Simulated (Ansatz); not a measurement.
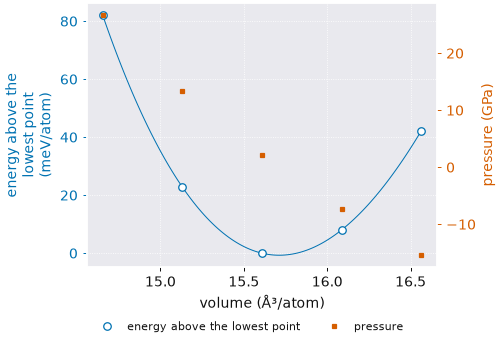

The plot gives the computed energy above the lowest point and pressure against volume for W, space group Im-3m (No. 229) (one of a set of cubic test structures, which need not be the stable phase).

Computed with Ansatz 0.2.0 development build: equation of state of a cubic crystal from periodic Kohn-Sham density functional theory without spin, third-order Birch-Murnaghan fit to the free energies; pressure corrected for the finite basis. Level: HSE06.

```
                setting                   value
         structure type                     bcc
          atoms in cell                       1
     space group number                     229
       lattice centring  body-centred primitive
                 k mesh                   6×6×6
      occupation method             Fermi–Dirac
       occupation width                  0.1 eV
            wave cutoff                  420 eV
               datasets              soft-1 PAW
      density tolerance                1e-07 eV
                  bands                      11
   density cutoff ratio                       4
search for lower states                 default
   exchange singularity            Wigner-Seitz
```

What equilibrium volume and bulk modulus follow from the curve?

Answer. A third-order Birch–Murnaghan fit gives V0 = 15.71 Å³/atom, B0 = 328 GPa and B′ = 4.5.

What does the pressure do across the range?

Answer. It falls from 26.7 GPa at volume 14.65 Å³/atom to −15.4 GPa at 16.56 Å³/atom, and changes sign near 15.72 Å³/atom.

Caveats: coarse k-mesh, values are not converged in k.
